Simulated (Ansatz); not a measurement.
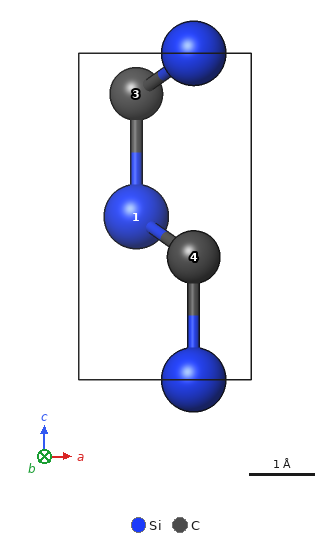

*The input geometry (ball-and-stick view of the cell of the calculation, along the b axis; atoms are numbered from 1 in the order of the input). An atom can appear more than once, as a periodic image.*

Near neighbours in the periodic cell (some may lie outside the picture): Si has 4 C at 1.88 to 1.90 Å; C has 4 Si at 1.88 to 1.90 Å.

## Single-point calculation, with input and output: SiC

The run: single-point calculation of SiC (P6₃mc, 4 atoms in the cell). Method and program: DFT PBE, scalar-relativistic, plane waves, PAW, no spin polarisation (Ansatz 0.2.0).

The structure derives from a Materials Project entry. Figures and captions count atoms from 1; the log counts them from 0 in places.

**Output**
```
Engine: ansatz 0.2.0, aarch64-unknown-linux-gnu
Pseudopotentials: kind: paw
Pseudopotential: Si, paw, valence charge 4, recommended cutoff 420 eV (normal), Si.paw.azcp
Pseudopotential: C, paw, valence charge 4, recommended cutoff 420 eV (normal), C.paw.azcp
Functional definition: PBE
  parameter kappa = 0.804
  parameter beta = 0.06672455060314922
  exchange = pbe_x(kappa = kappa, mu = beta*pi^2/3)
  correlation = pbe_c(beta = beta)
Crystal: 4 atoms, lattice volume = 41.275 Å³
Basis set: ecut = 420 eV, 785 PW (Γ), exchange–correlation on 48×48×72 points (8 copies of the dense FFT grid, shifted against one another)
Bands: 12, of which v1, the nominal top of the filled ones, is band 8 counted from 1 (7 counted from 0)
Symmetry: 12 space group operations
Space group: P63mc (ITA 186), of the structure as read, at distance tolerance 3.5e-5 Å
k-points: 21 of 144 (time reversal used)
Non-local potential: Si, projectors of the file, l = 0: 2, l = 1: 2, l = 2: 2
Non-local potential: C, projectors of the file, l = 0: 2, l = 1: 2, l = 2: 1
PAW form: soft (Blöchl's): semilocal exchange-correlation on the pseudo side does not see the compensation charge
PAW one-centre angular grid: Si, 110 points (default); XC on 64 Gauss nodes
PAW one-centre angular grid: C, 110 points (default); XC on 64 Gauss nodes
Initial density: superposition of atomic densities (neutral atoms: chi_scale 0, normalization atom), corrected by the library's trained network
Initial wavefunctions: pseudopotential atomic-orbital guess
Functional: x = pbe(κ = 0.804, μ = 0.2195149727645171), c = pbe(β = 0.06672455060314922)
SCF iter   1: F=—  HF=-1774.289654 eV  |F-HF|=—  |Δ(HF+E_count)|=         —  Δρ=2.36e-3  dr2=2.29e-3  ethr=1.77e-3  ⟨swp⟩=5.0  Hψ=1631  notcnv=0
preconditioner: auto → none  [insulator: Δε(μ)=2.247 eV  Ē_g=11.936 eV  σ=0.100 eV  W_gap=1.00  n_scr=2 (ndim 8)  ℏωp=23.1 eV  f_vac=0.000  D(μ)=0.00/eV (n_scr^D=0)  ε∞_Penn≈4.8]
SCF iter   2: F=—  HF=-1774.289693 eV  |F-HF|=—  |Δ(HF+E_count)|=   3.93e-5  Δρ=8.66e-4  dr2=1.71e-4  ethr=1.43e-5  ⟨swp⟩=2.1  Hψ=581  notcnv=0
SCF iter   3: F=—  HF=-1774.289731 eV  |F-HF|=—  |Δ(HF+E_count)|=   3.79e-5  Δρ=3.88e-4  dr2=2.31e-5  ethr=1.07e-6  ⟨swp⟩=2.0  Hψ=387  notcnv=0
SCF iter   4: F=—  HF=-1774.289796 eV  |F-HF|=—  |Δ(HF+E_count)|=   6.50e-5  Δρ=7.51e-5  dr2=9.77e-7  ethr=1.45e-7  ⟨swp⟩=2.4  Hψ=395  notcnv=0
iter 5 did not close the SCF: its close was put off for the readings that it lacked (scf_convergence_deferred on its scf_iter line)
SCF iter   5: F=-1774.289798 eV  HF=-1774.289798 eV  |F-HF|=1.86e-8  |Δ(HF+E_count)|=   1.79e-6  Δρ=6.95e-6  dr2=7.77e-9  ethr=6.11e-9  ⟨swp⟩=2.2  Hψ=413  notcnv=0
SCF iter   6: F=-1774.289798 eV  HF=-1774.289798 eV  |F-HF|=2.49e-10  |Δ(HF+E_count)|=   2.02e-8  Δρ=8.18e-7  dr2=1.35e-10  ethr=4.86e-11  ⟨swp⟩=1.9  Hψ=838  notcnv=0
SCF 1 converged in 6 iterations: F = -1774.289798 eV  dr2 = 1.35e-10
  greatest PAW one-centre occupation: 0.645 electrons in one spin orbital (limit 2), on the C atom at site 3 (counted from 0), in its partial waves of l = 0
SCF converged after 6 iterations
Free energy (F): -1774.289798 eV
Harris-Foulkes:  -1774.289798 eV  (|F-HF|=2.49e-10)
Internal energy: -1774.289798 eV  (E = F + TS)
E sigma→0 (E₀):  -1774.289798 eV
Fermi energy:    10.799405 eV
--- Per-component energies (eV) ---
  E_band       = 57.942844
  E_kinetic    = 271.945944
  E_local      = -210.344307  (includes V_loc(G=0)·N_el)
  E_nonlocal   = 103.702359
  E_hartree    = 65.030880
  E_xc         = -211.180628
  E_vxc        = -218.969760  (∫ρ·V_xc dr)
  E_paw        = -1224.198418  (= ΣΔE_a)
  E_vpaw       = -18.453123  (= ΣTr[D̂ρ^β])
  E_aug_tail   = 0.000027  (compensation charges beyond the density's cutoff)
  E_ewald      = -569.245654
  E_smearing   = -0.000000  (= −TS)
  E_closure    = 0.000000  (closes the sum)
  Σ components = -1774.289798   (vs F -1774.289798, Δ=0.00e0)
--- Forces (eV/Å), atoms counted from 1 ---
  atom   1  Si     0.00000000    -0.00000000    -0.00547554
  atom   2  Si     0.00000000     0.00000000    -0.00547554
  atom   3  C      0.00000000    -0.00000000     0.00547329
  atom   4  C     -0.00000000     0.00000000     0.00547329
  max |Σ_I F_I| component: 4.50e-6 eV/Å
--- Stress (GPa, compression-positive) ---
        4.039844      -0.000000       0.000000
       -0.000000       4.039844      -0.000000
        0.000000      -0.000000       3.668460
  P = ⅓ Tr σ = 3.9160 GPa (39.160 kbar)
--- Band table (eV; the first three rows and the last of 21) ---
  k-point 0: bands = ["-5.9246", "-2.3507", "0.9507", "8.3476", "8.3476", "9.5516", "9.6644", "9.6644", "14.4818", "15.8760", "16.3440", "16.3440"]
  k-point 1: bands = ["-5.6196", "-3.3708", "2.4637", "8.0480", "8.5155", "8.5155", "9.4427", "9.4427", "14.7638", "16.4639", "16.4639", "16.6986"]
  k-point 2: bands = ["-4.7276", "-4.7276", "5.2169", "5.2169", "8.9521", "8.9521", "8.9521", "8.9521", "15.5731", "15.5731", "17.0249", "17.0249"]
  k-point 20: bands = ["-1.1192", "-1.1192", "1.9060", "1.9060", "4.0144", "4.0144", "7.9257", "7.9257", "14.7411", "14.7411", "15.6827", "15.6827"]
```

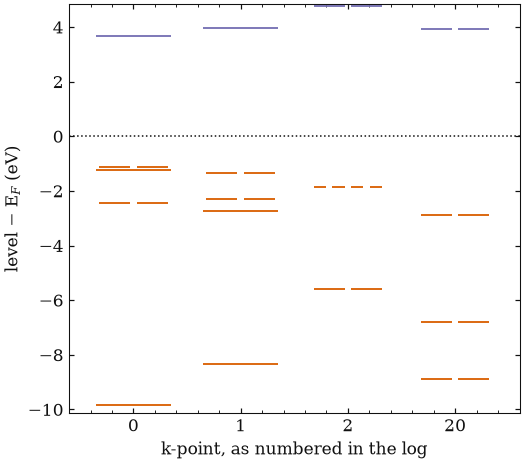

*Kohn–Sham levels near the Fermi level (dotted) at the few k-points that the log prints; levels within 0.02 eV of each other stand side by side.*

Among these points the highest filled and lowest empty levels are 4.82 eV apart; the gap on the full mesh, 2.27 eV, has an edge at a point that isn't printed.

This output came from the following input.

**Input**
```yaml
crystal:
  lattice:
    - [3.0735139282, 0.0, 0.0]
    - [-1.5367569641, 2.6617411407, 0.0]
    - [0.0, 0.0, 5.04524771]
  atoms:
    - { symbol: Si, position: [0.33333333, 0.66666667, 0.4996024] }
    - { symbol: Si, position: [0.66666667, 0.33333333, 0.9996024] }
    - { symbol: C, position: [0.33333333, 0.66666667, 0.8753976] }
    - { symbol: C, position: [0.66666667, 0.33333333, 0.3753976] }
basis:
  ecutwfc: 420
kpoints:
  mp_grid: { grid: [6, 6, 4] }
hamiltonian:
  xc: pbe
scf:
  occupations: { method: gaussian, width: 0.1 }
output:
  forces: true
  stress: true
  eigenvalues: true
```

Launched with:
```bash
ansatz run input.yaml --threads 4 --pin off --max-ram 10240MiB --backend cpu --events-out ev --progress --plain --runs-dir out
```

**Results in brief**

| quantity | value |
| --- | --- |
| outcome | converged |
| space group (tolerance 0.01 Å) | P6₃mc (186) |
| electrons treated | 16 |
| free energy | −1774.2898 eV |
| Fermi energy | 10.799 eV |
| gap on the k-point mesh | 2.27 eV |
| pressure | 3.92 GPa |
| largest force (length of the vector) | 0.005 eV/Å |
| hardware | 4 threads of Arm Neoverse V1, 24 GiB of memory available, shared host |
| wall time | 1 s (CPU time 2 s) |
| peak memory | 0.29 GiB |
